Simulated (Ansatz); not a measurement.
## Geometry relaxation of Gd5N (part 2 of 4)

Gd5N (slab, 6 atoms in the cell); DFT PBE+U, scalar-relativistic, plane waves, PAW, Ueff = 6 eV on Gd f, spin-polarised (Ansatz 0.2.0); cutoff 420 eV, 9×9×1 k-mesh, Gaussian smearing of 0.1 eV, collinear spins. The input holds or restrains some coordinates. It belongs to a series of runs on one base structure; here: N put at a hollow Gd-Gd-Gd site.

Geometry of the input (Å; fractional positions):
```
3.6516  0.0000  0.0000
-1.8258  3.1624  0.0000
0.0000  0.0000  30.7057
Gd 0.3333  0.6667  0.2768
Gd 0.6667  0.3333  0.3721
Gd 0.3333  0.6667  0.4681
Gd 0.6667  0.3333  0.5641
Gd 0.3333  0.6667  0.6556
N  0.0000  0.0000  0.7090
```

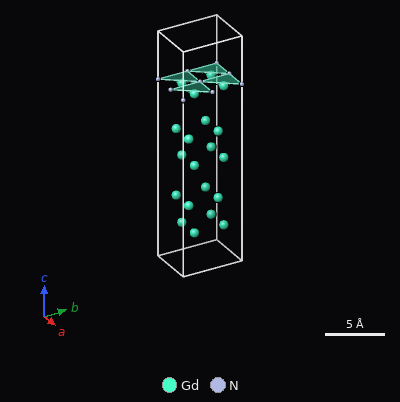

*The geometry at step 4 of the log (polyhedral view of the 2 × 2 repeat of the cell, with the vacuum cut short, seen slightly off an axis; polyhedra are completed across the faces of the cell).*

### Log, continued
```
SCF iter   1: F=—  HF=-47041.069139 eV  |F-HF|=—  |Δ(HF+E_count)|=         —  Δρ=5.00e-2 (↑3.67e-2 ↓5.00e-2)  dr2=1.20e1  dr2_m=5.69e0  M=39.036 μB ∫|m|=39.130 μB  β_m=1.20  ethr=3.10e-3  p=-0.252 e·Å  D=-1.29e-1 V/Å  ΔV_dip=3.95 eV  dr2_dipole=4.90e0  V_vac-E_F(+/−)=7.56/3.61 eV  ⟨swp⟩=4.7  Hψ=5744  notcnv=0  defer=151
efield: sawtooth ramp at fractional position 0.9729 (handed on by an earlier solve), width 0.0400; the density the first Hamiltonian is built on has a dipole p = -0.252 e·Å; the dipole correction subtracts the counter field D = -1.29e-1 V/Å, which shifts the + side's vacuum level by +3.95 eV against the − side's; the planar-averaged density in the ramp window peaks in size at 2.2e-7 e/Å³
preconditioner: auto → none  [metal: Δε(μ)=0.044 eV  Ē_g=14.542 eV  σ=0.100 eV  W_gap=0.24  n_scr=74 (ndim 8)  ℏωp=18.2 eV  f_vac=0.462  D(μ)=5.54/eV (n_scr^D=16)]
SCF iter   2: F=—  HF=-47201.771038 eV  |F-HF|=—  |Δ(HF+E_count)|=    1.61e2  Δρ=3.49e-1 (↑3.49e-1 ↓3.38e-1)  dr2=1.55e4  dr2_m=1.73e2  M=22.890 μB ∫|m|=23.186 μB  β_m=1.20  ethr=3.10e-3  p=-1.566 e·Å  D=-7.99e-1 V/Å  ΔV_dip=24.54 eV  dr2_dipole=1.16e4  V_vac-E_F(+/−)=23.35/-1.20 eV  ⟨swp⟩=13.6  Hψ=11180  notcnv=0  defer=283  κ⁻¹=1.0e0(r=1)
SCF iter   3: F=—  HF=-47063.263342 eV  |F-HF|=—  |Δ(HF+E_count)|=    1.39e2  Δρ=5.88e-2 (↑5.88e-2 ↓5.46e-2)  dr2=8.46e2  dr2_m=2.09e-1  M=38.174 μB ∫|m|=38.195 μB  β_m=1.20  ethr=3.10e-3  p=-0.386 e·Å  D=-1.97e-1 V/Å  ΔV_dip=6.05 eV  dr2_dipole=2.33e1  V_vac-E_F(+/−)=11.72/5.67 eV  ⟨swp⟩=8.4  Hψ=8739  notcnv=0  defer=322  κ⁻¹=9.5e-3(r=2)
SCF iter   4: F=—  HF=-47044.888266 eV  |F-HF|=—  |Δ(HF+E_count)|=    1.84e1  Δρ=1.51e-2 (↑1.51e-2 ↓9.29e-3)  dr2=5.92e1  dr2_m=1.08e-1  M=38.998 μB ∫|m|=39.008 μB  β_m=1.20  ethr=3.10e-3  p=-0.298 e·Å  D=-1.52e-1 V/Å  ΔV_dip=4.68 eV  dr2_dipole=4.27e-1  V_vac-E_F(+/−)=7.70/3.02 eV  ⟨swp⟩=5.7  Hψ=6553  notcnv=0  defer=249  κ⁻¹=2.6e-4(r=3)
SCF iter   5: F=—  HF=-47044.507906 eV  |F-HF|=—  |Δ(HF+E_count)|=   3.80e-1  Δρ=1.25e-2 (↑1.25e-2 ↓1.09e-2)  dr2=2.96e1  dr2_m=5.25e-2  M=38.488 μB ∫|m|=38.548 μB  β_m=1.20  ethr=3.10e-3  p=-0.191 e·Å  D=-9.73e-2 V/Å  ΔV_dip=2.99 eV  dr2_dipole=4.65e-1  V_vac-E_F(+/−)=7.39/4.40 eV  ⟨swp⟩=4.3  Hψ=4482  notcnv=0  defer=249  κ⁻¹=6.5e-5(r=4)
SCF iter   6: F=—  HF=-47043.463423 eV  |F-HF|=—  |Δ(HF+E_count)|=    1.04e0  Δρ=8.07e-3 (↑7.26e-3 ↓8.07e-3)  dr2=1.58e1  dr2_m=9.93e-3  M=38.804 μB ∫|m|=38.834 μB  β_m=1.20  ethr=3.10e-3  p=-0.232 e·Å  D=-1.18e-1 V/Å  ΔV_dip=3.64 eV  dr2_dipole=1.02e1  V_vac-E_F(+/−)=7.24/3.61 eV  ⟨swp⟩=3.7  Hψ=3951  notcnv=0  defer=232  κ⁻¹=2.0e-5(r=5)
SCF iter   7: F=—  HF=-47043.189132 eV  |F-HF|=—  |Δ(HF+E_count)|=   2.74e-1  Δρ=5.27e-3 (↑5.10e-3 ↓5.27e-3)  dr2=2.35e0  dr2_m=3.75e-2  M=38.908 μB ∫|m|=38.957 μB  β_m=1.20  ethr=3.10e-3  p=-0.254 e·Å  D=-1.30e-1 V/Å  ΔV_dip=3.99 eV  dr2_dipole=1.50e0  V_vac-E_F(+/−)=7.70/3.72 eV  ⟨swp⟩=3.0  Hψ=3314  notcnv=0  defer=221  κ⁻¹=7.7e-7(r=6)
SCF iter   8: F=—  HF=-47043.145931 eV  |F-HF|=—  |Δ(HF+E_count)|=   4.32e-2  Δρ=4.30e-3 (↑4.04e-3 ↓4.30e-3)  dr2=5.92e-1  dr2_m=2.48e-2  M=38.986 μB ∫|m|=39.053 μB  β_m=1.20  ethr=2.48e-3  p=-0.263 e·Å  D=-1.34e-1 V/Å  ΔV_dip=4.13 eV  dr2_dipole=3.12e-1  V_vac-E_F(+/−)=7.80/3.68 eV  ⟨swp⟩=2.2  Hψ=2720  notcnv=0  defer=221  κ⁻¹=4.6e-7(r=7)
SCF iter   9: F=—  HF=-47043.129629 eV  |F-HF|=—  |Δ(HF+E_count)|=   1.63e-2  Δρ=2.90e-3 (↑2.71e-3 ↓2.90e-3)  dr2=1.12e0  dr2_m=8.99e-3  M=38.993 μB ∫|m|=39.067 μB  β_m=1.20  ethr=6.23e-4  p=-0.250 e·Å  D=-1.27e-1 V/Å  ΔV_dip=3.91 eV  dr2_dipole=8.73e-1  V_vac-E_F(+/−)=7.71/3.80 eV  ⟨swp⟩=3.0  Hψ=2759  notcnv=0  defer=227  κ⁻¹=4.2e-7(r=8)
SCF iter  10: F=—  HF=-47043.122472 eV  |F-HF|=—  |Δ(HF+E_count)|=   7.16e-3  Δρ=2.93e-3 (↑2.74e-3 ↓2.93e-3)  dr2=2.91e-1  dr2_m=1.01e-2  M=39.093 μB ∫|m|=39.166 μB  β_m=1.20  ethr=6.23e-4  p=-0.262 e·Å  D=-1.34e-1 V/Å  ΔV_dip=4.10 eV  dr2_dipole=1.33e-1  V_vac-E_F(+/−)=7.75/3.65 eV  ⟨swp⟩=2.9  Hψ=2668  notcnv=0  defer=219  κ⁻¹=2.1e-7(r=8)
SCF iter  11: F=—  HF=-47043.114441 eV  |F-HF|=—  |Δ(HF+E_count)|=   8.03e-3  Δρ=1.64e-3 (↑1.57e-3 ↓1.64e-3)  dr2=1.61e-1  dr2_m=3.47e-3  M=39.069 μB ∫|m|=39.160 μB  β_m=1.20  ethr=3.06e-4  p=-0.255 e·Å  D=-1.30e-1 V/Å  ΔV_dip=4.00 eV  dr2_dipole=1.08e-1  V_vac-E_F(+/−)=7.66/3.66 eV  ⟨swp⟩=2.2  Hψ=2608  notcnv=0  defer=220  κ⁻¹=1.9e-6(r=8)
SCF iter  12: F=—  HF=-47043.112769 eV  |F-HF|=—  |Δ(HF+E_count)|=   1.67e-3  Δρ=9.40e-4 (↑9.40e-4 ↓7.75e-4)  dr2=2.22e-1  dr2_m=1.48e-4  M=39.146 μB ∫|m|=39.260 μB  β_m=1.20  ethr=1.70e-4  p=-0.257 e·Å  D=-1.31e-1 V/Å  ΔV_dip=4.03 eV  dr2_dipole=1.70e-1  V_vac-E_F(+/−)=7.63/3.61 eV  ⟨swp⟩=3.5  Hψ=3379  notcnv=0  defer=231  κ⁻¹=1.6e-5(r=8)
SCF iter  13: F=—  HF=-47043.111928 eV  |F-HF|=—  |Δ(HF+E_count)|=   8.41e-4  Δρ=4.17e-4 (↑4.17e-4 ↓4.05e-4)  dr2=5.90e-3  dr2_m=1.58e-4  M=39.110 μB ∫|m|=39.243 μB  β_m=1.20  ethr=1.70e-4  p=-0.256 e·Å  D=-1.31e-1 V/Å  ΔV_dip=4.02 eV  dr2_dipole=2.39e-3  V_vac-E_F(+/−)=7.63/3.61 eV  ⟨swp⟩=1.5  Hψ=2197  notcnv=0  defer=230  κ⁻¹=1.8e-5(r=8)
SCF iter  14: F=—  HF=-47043.113627 eV  |F-HF|=—  |Δ(HF+E_count)|=   1.70e-3  Δρ=8.57e-4 (↑2.54e-4 ↓8.57e-4)  dr2=5.98e-2  dr2_m=4.13e-4  M=39.084 μB ∫|m|=39.253 μB  β_m=1.20  ethr=6.21e-6  p=-0.257 e·Å  D=-1.31e-1 V/Å  ΔV_dip=4.03 eV  dr2_dipole=4.02e-2  V_vac-E_F(+/−)=7.61/3.59 eV  ⟨swp⟩=2.1  Hψ=2249  notcnv=0  defer=230  κ⁻¹=2.0e-5(r=8)
SCF iter  15: F=—  HF=-47043.113861 eV  |F-HF|=—  |Δ(HF+E_count)|=   2.34e-4  Δρ=4.25e-4 (↑3.96e-4 ↓4.25e-4)  dr2=1.58e-4  dr2_m=5.21e-4  M=39.054 μB ∫|m|=39.285 μB  β_m=1.20  ethr=6.21e-6  p=-0.260 e·Å  D=-1.33e-1 V/Å  ΔV_dip=4.07 eV  dr2_dipole=5.52e-5  V_vac-E_F(+/−)=7.64/3.56 eV  ⟨swp⟩=2.0  Hψ=2419  notcnv=0  defer=230  κ⁻¹=1.1e-5(r=8)
SCF iter  16: F=—  HF=-47043.113730 eV  |F-HF|=—  |Δ(HF+E_count)|=   1.31e-4  Δρ=5.11e-4 (↑5.11e-4 ↓2.29e-4)  dr2=4.02e-3  dr2_m=3.81e-4  M=39.073 μB ∫|m|=39.280 μB  β_m=1.20  ethr=1.66e-7  p=-0.260 e·Å  D=-1.33e-1 V/Å  ΔV_dip=4.08 eV  dr2_dipole=2.01e-3  V_vac-E_F(+/−)=7.64/3.56 eV  ⟨swp⟩=2.6  Hψ=2601  notcnv=0  defer=230  κ⁻¹=2.7e-5(r=8)
SCF iter  17: F=—  HF=-47043.113891 eV  |F-HF|=—  |Δ(HF+E_count)|=   1.61e-4  Δρ=5.17e-4 (↑3.23e-4 ↓5.17e-4)  dr2=1.92e-3  dr2_m=5.35e-4  M=39.053 μB ∫|m|=39.283 μB  β_m=1.20  ethr=1.66e-7  p=-0.259 e·Å  D=-1.32e-1 V/Å  ΔV_dip=4.07 eV  dr2_dipole=1.55e-3  V_vac-E_F(+/−)=7.63/3.57 eV  ⟨swp⟩=2.1  Hψ=2533  notcnv=0  defer=230  κ⁻¹=3.8e-7(r=8)
SCF iter  18: F=—  HF=-47043.113974 eV  |F-HF|=—  |Δ(HF+E_count)|=   8.28e-5  Δρ=5.38e-4 (↑3.29e-4 ↓5.38e-4)  dr2=2.75e-3  dr2_m=5.74e-4  M=39.054 μB ∫|m|=39.288 μB  β_m=1.20  ethr=1.66e-7  p=-0.260 e·Å  D=-1.32e-1 V/Å  ΔV_dip=4.07 eV  dr2_dipole=2.18e-3  V_vac-E_F(+/−)=7.63/3.57 eV  ⟨swp⟩=1.8  Hψ=1862  notcnv=0  defer=230  κ⁻¹=8.6e-7(r=8)
SCF iter  19: F=—  HF=-47043.113507 eV  |F-HF|=—  |Δ(HF+E_count)|=   4.67e-4  Δρ=4.23e-4 (↑3.07e-4 ↓4.23e-4)  dr2=1.03e-3  dr2_m=3.94e-4  M=39.056 μB ∫|m|=39.268 μB  β_m=1.20  ethr=1.66e-7  p=-0.259 e·Å  D=-1.32e-1 V/Å  ΔV_dip=4.06 eV  dr2_dipole=9.08e-4  V_vac-E_F(+/−)=7.63/3.57 eV  ⟨swp⟩=2.2  Hψ=2598  notcnv=0  defer=228  κ⁻¹=9.8e-7(r=8)
SCF iter  20: F=—  HF=-47043.113359 eV  |F-HF|=—  |Δ(HF+E_count)|=   1.49e-4  Δρ=4.10e-4 (↑2.97e-4 ↓4.10e-4)  dr2=4.87e-4  dr2_m=3.65e-4  M=39.060 μB ∫|m|=39.264 μB  β_m=1.20  ethr=1.66e-7  p=-0.259 e·Å  D=-1.32e-1 V/Å  ΔV_dip=4.07 eV  dr2_dipole=1.27e-4  V_vac-E_F(+/−)=7.63/3.56 eV  ⟨swp⟩=1.6  Hψ=1915  notcnv=0  defer=228  κ⁻¹=8.0e-7(r=8)
SCF iter  21: F=—  HF=-47043.113245 eV  |F-HF|=—  |Δ(HF+E_count)|=   1.14e-4  Δρ=3.78e-4 (↑3.08e-4 ↓3.78e-4)  dr2=2.25e-4  dr2_m=3.46e-4  M=39.056 μB ∫|m|=39.262 μB  β_m=1.20  ethr=1.66e-7  p=-0.260 e·Å  D=-1.32e-1 V/Å  ΔV_dip=4.07 eV  dr2_dipole=2.53e-5  V_vac-E_F(+/−)=7.63/3.56 eV  ⟨swp⟩=2.0  Hψ=2302  notcnv=0  defer=228  κ⁻¹=2.7e-6(r=8)
SCF iter  22: F=—  HF=-47043.113150 eV  |F-HF|=—  |Δ(HF+E_count)|=   9.47e-5  Δρ=3.77e-4 (↑3.08e-4 ↓3.77e-4)  dr2=2.42e-4  dr2_m=3.43e-4  M=39.054 μB ∫|m|=39.260 μB  β_m=1.20  ethr=1.66e-7  p=-0.260 e·Å  D=-1.32e-1 V/Å  ΔV_dip=4.07 eV  dr2_dipole=7.64e-5  V_vac-E_F(+/−)=7.63/3.56 eV  ⟨swp⟩=1.3  Hψ=1806  notcnv=0  defer=228  κ⁻¹=4.1e-6(r=8)
SCF iter  23: F=—  HF=-47043.113119 eV  |F-HF|=—  |Δ(HF+E_count)|=   3.14e-5  Δρ=3.75e-4 (↑3.30e-4 ↓3.75e-4)  dr2=2.53e-4  dr2_m=3.70e-4  M=39.048 μB ∫|m|=39.263 μB  β_m=1.20  ethr=1.66e-7  p=-0.260 e·Å  D=-1.33e-1 V/Å  ΔV_dip=4.07 eV  dr2_dipole=2.48e-6  V_vac-E_F(+/−)=7.63/3.56 eV  ⟨swp⟩=2.0  Hψ=2464  notcnv=0  defer=228  κ⁻¹=9.3e-5(r=8)
SCF iter  24: F=—  HF=-47043.113060 eV  |F-HF|=—  |Δ(HF+E_count)|=   5.86e-5  Δρ=3.41e-4 (↑3.10e-4 ↓3.41e-4)  dr2=2.12e-4  dr2_m=3.10e-4  M=39.057 μB ∫|m|=39.257 μB  β_m=1.20  ethr=1.66e-7  p=-0.260 e·Å  D=-1.33e-1 V/Å  ΔV_dip=4.07 eV  dr2_dipole=1.16e-6  V_vac-E_F(+/−)=7.63/3.56 eV  ⟨swp⟩=2.0  Hψ=2480  notcnv=0  defer=228  κ⁻¹=1.5e-4(r=8)
SCF iter  25: F=—  HF=-47043.112781 eV  |F-HF|=—  |Δ(HF+E_count)|=   2.79e-4  Δρ=2.27e-4 (↑2.27e-4 ↓2.16e-4)  dr2=7.11e-4  dr2_m=1.21e-4  M=39.091 μB ∫|m|=39.241 μB  β_m=1.20  ethr=1.66e-7  p=-0.260 e·Å  D=-1.33e-1 V/Å  ΔV_dip=4.07 eV  dr2_dipole=4.19e-4  V_vac-E_F(+/−)=7.63/3.56 eV  ⟨swp⟩=3.0  Hψ=3112  notcnv=0  defer=227  κ⁻¹=3.4e-4(r=8)
SCF iter  26: F=—  HF=-47043.112859 eV  |F-HF|=—  |Δ(HF+E_count)|=   7.81e-5  Δρ=1.42e-4 (↑1.16e-4 ↓1.42e-4)  dr2=1.12e-4  dr2_m=3.94e-5  M=39.127 μB ∫|m|=39.247 μB  β_m=1.20  ethr=1.66e-7  p=-0.260 e·Å  D=-1.33e-1 V/Å  ΔV_dip=4.07 eV  dr2_dipole=6.50e-5  V_vac-E_F(+/−)=7.63/3.56 eV  ⟨swp⟩=3.0  Hψ=3234  notcnv=0  defer=227  κ⁻¹=1.2e-4(r=8)
SCF iter  27: F=—  HF=-47043.112832 eV  |F-HF|=—  |Δ(HF+E_count)|=   2.68e-5  Δρ=8.15e-5 (↑8.15e-5 ↓6.12e-5)  dr2=3.60e-4  dr2_m=1.05e-5  M=39.140 μB ∫|m|=39.246 μB  β_m=1.20  ethr=1.18e-7  p=-0.260 e·Å  D=-1.33e-1 V/Å  ΔV_dip=4.07 eV  dr2_dipole=8.47e-5  V_vac-E_F(+/−)=7.62/3.55 eV  ⟨swp⟩=2.2  Hψ=2722  notcnv=0  defer=227  κ⁻¹=8.0e-5(r=8)
SCF iter  28: F=—  HF=-47043.112831 eV  |F-HF|=—  |Δ(HF+E_count)|=   1.81e-6  Δρ=5.75e-5 (↑5.75e-5 ↓4.15e-5)  dr2=2.26e-4  dr2_m=8.49e-7  M=39.156 μB ∫|m|=39.252 μB  β_m=1.20  ethr=1.18e-7  p=-0.260 e·Å  D=-1.33e-1 V/Å  ΔV_dip=4.07 eV  dr2_dipole=1.84e-4  V_vac-E_F(+/−)=7.62/3.55 eV  ⟨swp⟩=2.2  Hψ=2561  notcnv=0  defer=228  κ⁻¹=6.0e-4(r=8)
SCF iter  29: F=—  HF=-47043.112841 eV  |F-HF|=—  |Δ(HF+E_count)|=   1.05e-5  Δρ=9.67e-5 (↑3.21e-5 ↓9.67e-5)  dr2=4.09e-4  dr2_m=9.47e-6  M=39.152 μB ∫|m|=39.253 μB  β_m=1.20  ethr=1.18e-7  p=-0.259 e·Å  D=-1.32e-1 V/Å  ΔV_dip=4.06 eV  dr2_dipole=2.23e-4  V_vac-E_F(+/−)=7.61/3.55 eV  ⟨swp⟩=2.0  Hψ=1971  notcnv=0  defer=228  κ⁻¹=4.2e-4(r=8)
SCF iter  30: F=-47043.112824 eV  HF=-47043.112826 eV  |F-HF|=2.64e-6  |Δ(HF+E_count)|=   1.49e-5  Δρ=1.77e-5 (↑1.77e-5 ↓9.64e-6)  dr2=4.30e-6  dr2_m=3.23e-7  M=39.160 μB ∫|m|=39.254 μB  ethr=1.05e-7  p=-0.259 e·Å  D=-1.32e-1 V/Å  ΔV_dip=4.06 eV  dr2_dipole=9.75e-8  V_vac-E_F(+/−)=7.61/3.55 eV  ⟨swp⟩=25.2  Hψ=21491  notcnv=0
SCF 2 converged in 30 iterations: F = -47043.112824 eV  dr2 = 4.30e-6
[... from here on the iterations of each SCF are left out, up to the last one ...]
relax step   2: F+E_penalty+E_count = -47043.11282369 eV  Δ(F+E_penalty+E_count) = -1.545e0 eV  max|allowed force component| = 4.259e0 eV/Å  Δτ_max = 0.1950 Å  (30 SCF iters, dr2 threshold 1.00e-4 eV, accepted)
[... from here on the SCF iterations and repeated set-up lines of each step are left out, up to the last step ...]
SCF 3 converged in 22 iterations: F = -47044.378026 eV  dr2 = 1.75e-6
relax step   3: F+E_penalty+E_count = -47044.37802576 eV  Δ(F+E_penalty+E_count) = -1.265e0 eV  max|allowed force component| = 2.405e0 eV/Å  Δτ_max = 0.1947 Å  (22 SCF iters, dr2 threshold 1.00e-4 eV, accepted)
SCF 4 converged in 20 iterations: F = -47044.829743 eV  dr2 = 2.37e-6
relax step   4: F+E_penalty+E_count = -47044.82974254 eV  Δ(F+E_penalty+E_count) = -4.517e-1 eV  max|allowed force component| = 1.692e-1 eV/Å  Δτ_max = 0.1968 Å  (20 SCF iters, dr2 threshold 1.00e-4 eV, accepted)
SCF 5 converged in 14 iterations: F = -47044.834615 eV  dr2 = 6.75e-7
relax step   5: F+E_penalty+E_count = -47044.83461535 eV  Δ(F+E_penalty+E_count) = -4.873e-3 eV  max|allowed force component| = 5.352e-2 eV/Å  Δτ_max = 0.0744 Å  (14 SCF iters, dr2 threshold 1.79e-6 eV, accepted)
```
